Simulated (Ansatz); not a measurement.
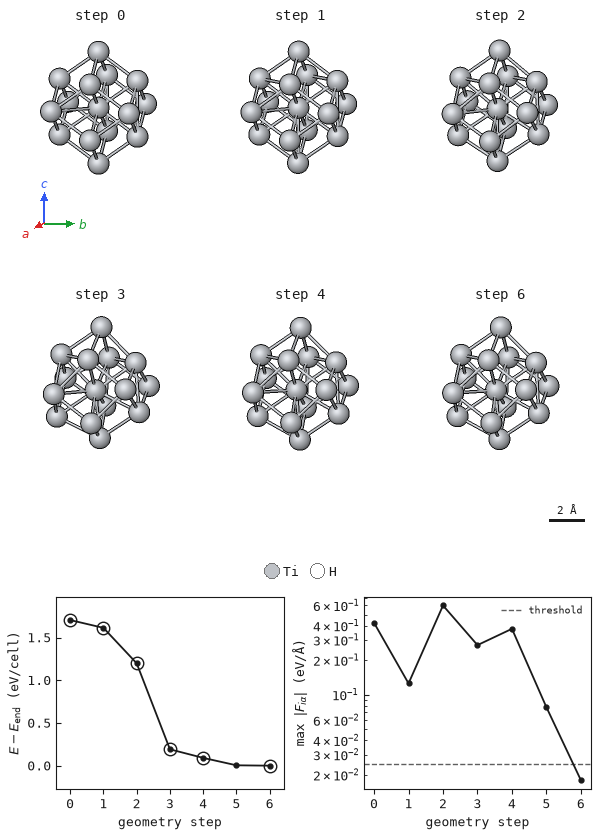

Frames of a relaxation of a defect cell of composition Ti₃₂H, marked on the history of the run. A ball-and-stick model of the atoms within 4.2 Å of the atom that moves most (axes of the conventional cell (2 times the calculation's cell)), seen slightly off an axis. Lengths and directions refer to the drawn axes.

Case: H interstitial, charge +0, atoms relaxed at the host's cell.

Theory: DFT PBE, scalar-relativistic, plane waves, PAW (Ansatz).

Input
```yaml
crystal:
  lattice:
    - [6.511011052, 6.511011052, 0.0]
    - [6.511011052, 0.0, -6.511011052]
    - [0.0, 6.511011052, -6.511011052]
  atoms:
    - { symbol: Ti, position: [0.0, 0.5, 0.5] }
    - { symbol: Ti, position: [0.125, 0.625, 0.625] }
    - { symbol: Ti, position: [0.25, 0.75, 0.75] }
    - { symbol: Ti, position: [0.375, 0.875, 0.875] }
    - { symbol: Ti, position: [0.0, 0.5, 0.0] }
    - { symbol: Ti, position: [0.125, 0.625, 0.125] }
    - { symbol: Ti, position: [0.25, 0.75, 0.25] }
    - { symbol: Ti, position: [0.375, 0.875, 0.375] }
    - { symbol: Ti, position: [0.0, 0.0, 0.5] }
    - { symbol: Ti, position: [0.125, 0.125, 0.625] }
    - { symbol: Ti, position: [0.25, 0.25, 0.75] }
    - { symbol: Ti, position: [0.375, 0.375, 0.875] }
    - { symbol: Ti, position: [0.0, 0.0, 0.0] }
    - { symbol: Ti, position: [0.125, 0.125, 0.125] }
    - { symbol: Ti, position: [0.25, 0.25, 0.25] }
    - { symbol: Ti, position: [0.375, 0.375, 0.375] }
    - { symbol: Ti, position: [0.5, 0.5, 0.5] }
    - { symbol: Ti, position: [0.625, 0.625, 0.625] }
    - { symbol: Ti, position: [0.75, 0.75, 0.75] }
    - { symbol: Ti, position: [0.875, 0.875, 0.875] }
    - { symbol: Ti, position: [0.5, 0.5, 0.0] }
    - { symbol: Ti, position: [0.625, 0.625, 0.125] }
    - { symbol: Ti, position: [0.75, 0.75, 0.25] }
    - { symbol: Ti, position: [0.875, 0.875, 0.375] }
    - { symbol: Ti, position: [0.5, 0.0, 0.5] }
    - { symbol: Ti, position: [0.625, 0.125, 0.625] }
    - { symbol: Ti, position: [0.75, 0.25, 0.75] }
    - { symbol: Ti, position: [0.875, 0.375, 0.875] }
    - { symbol: Ti, position: [0.5, 0.0, 0.0] }
    - { symbol: Ti, position: [0.625, 0.125, 0.125] }
    - { symbol: Ti, position: [0.75, 0.25, 0.25] }
    - { symbol: Ti, position: [0.875, 0.375, 0.375] }
    - { symbol: H, position: [0.1875, 0.0625, 0.9375] }
basis:
  ecutwfc: 420
  xc_grid: 2
kpoints:
  mp_grid: { grid: [4, 4, 4], shift: [0.0, 0.0, 0.0] }
hamiltonian:
  xc: pbe
scf:
  occupations: { method: gaussian, width: 0.1 }
output:
  forces: true
  stress: false
  eigenvalues: true
  write_density: true
  write_potential: true
  elf: true
  volumetric_format: npy
relax:
  adjacent_minimum: "off"
  f_tol: 0.025
  max_steps: 45
```

Command:
```bash
ansatz run input.yaml --threads 4 --pin off --max-ram 10240MiB --backend cpu --events-out ev --progress --plain --runs-dir out
```

What happens along the run?

The largest moves, 0.26 Å, are those of Ti1, Ti8, Ti22 and Ti27. Ti8 goes along [1 −1 −1]. H stays in place. The cell stays as it was. Near-neighbour distances that change, for instance: Ti8–Ti14 3.256 → 2.875 Å, Ti23–Ti29 3.256 → 2.922 Å, Ti3–Ti25 3.256 → 2.931 Å, Ti17–Ti23 3.256 → 2.937 Å. After 6 geometry steps the energy has fallen by 1.705 eV per cell of the calculation. The largest force component goes from 0.42 to 0.018 eV/Å. Cost: 2.9 min on 4 threads of AMD EPYC 9R45 96-Core Processor (Zen 5) (shared host), peak memory 3.2 GiB. From step 0 to 1: Ti atoms move most (0.05 Å), energy −91.3 meV per cell of the calculation. From step 1 to 2: Ti atoms move most (0.14 Å), energy −0.415 eV per cell of the calculation. From step 2 to 3: Ti atoms move most (0.20 Å), energy −1.007 eV per cell of the calculation. From step 3 to 4: Ti atoms move most (0.11 Å), energy −0.100 eV per cell of the calculation. From step 4 to 6: Ti atoms move most (0.05 Å), energy −91.1 meV per cell of the calculation.
